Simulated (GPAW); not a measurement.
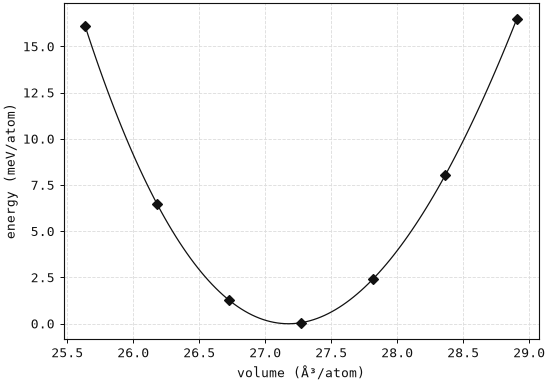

The plot gives the computed energy against volume for SnSe, space group Fm-3m (No. 225).

The given structure:
```yaml
crystal:
  lattice:
    - [0.00000, 3.01000, 3.01000]
    - [3.01000, 0.00000, 3.01000]
    - [3.01000, 3.01000, 0.00000]
  atoms:
    - { symbol: Sn, position: [0.00000, 0.00000, 0.00000] }
    - { symbol: Se, position: [0.50000, 0.50000, 0.50000] }
```

Method: PAW DFT in plane waves, on a grid or in atomic orbitals, no spin polarisation; energies at scaled volumes of the given cell, shape and fractions fixed, counted from the fit's minimum, third-order Birch-Murnaghan fit (GPAW 26.7.0). Level: r2SCAN.

- k mesh: 8×8×8
- occupations: Fermi–Dirac
- smearing width: 0.05 eV
- potentials: GPAW PAW data sets (gpaw data 1.2.1)
- wave cutoff: 600 eV
- program settings: basis pw

This calculation gives: equilibrium volume 27.18 Å³/atom and bulk modulus 53.4 GPa.

Now Sn is replaced by Ca on all its sites, which gives CaSe in the same structure. Predict the effect.

The equilibrium volume falls from 27.18 to 26.27 Å³/atom (−3.3 %) and the bulk modulus falls from 53.4 to 52.0 GPa (−2.6 %).

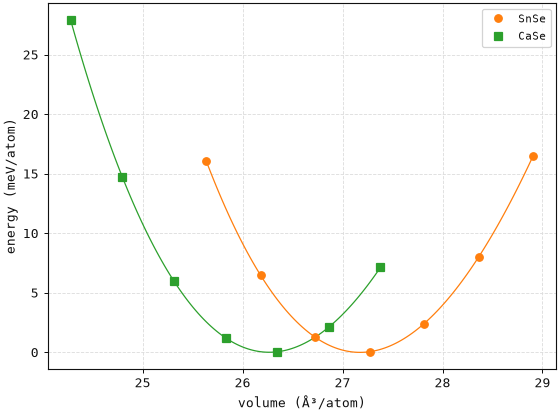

The two results together.

V0 and the bulk modulus come from third-order Birch–Murnaghan fits.
